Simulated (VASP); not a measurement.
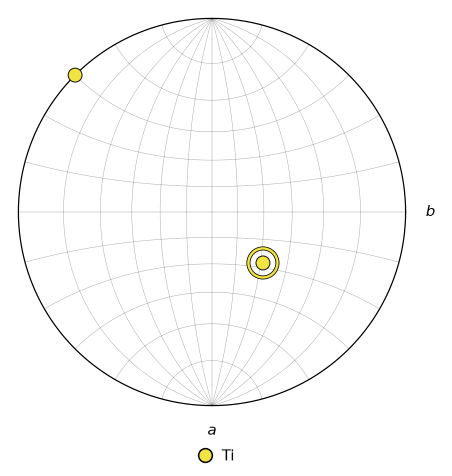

Crystal: TiO₂, the geometry relaxed with VASP 6.6.1, VASP Kohn-Sham DFT of a periodic cell, RPBE with D3, VASP PAW PBE potentials, recommended. Directions from one oxygen atom at (0.305, 0.305, 1/2) to its bonded neighbours, in stereographic projection down c (filled: above the plane of the page or in it, open: below). Symmetry computed with spglib at a tolerance of 0.002 Å; standard conventional cell.

Neighbours are counted up to 2.51 Å for Ti.

```
CELL_PARAMETERS angstrom
4.64167 0.00000 0.00000
0.00000 4.64167 0.00000
0.00000 0.00000 2.97013
ATOMIC_POSITIONS crystal
Ti 0.00000 0.00000 0.50000
Ti 0.50000 0.50000 0.00000
O 0.30451 0.30451 0.50000
O 0.19549 0.80451 0.00000
O 0.80451 0.19549 0.00000
O 0.69549 0.69549 0.50000
```

Question: How many neighbours are there, and at what angles?

Answer: 3: 2 Ti at 1.96 Å, 1 Ti at 2.00 Å. Angles between bonds: 98° (1×), 131° (2×).

Question: What is the site's symmetry in the crystal?

Answer: Point group mm2 (C2v), order 4: one twofold axis, two mirror planes. In P4_2/mnm, No. 136 this is Wyckoff position 4g.
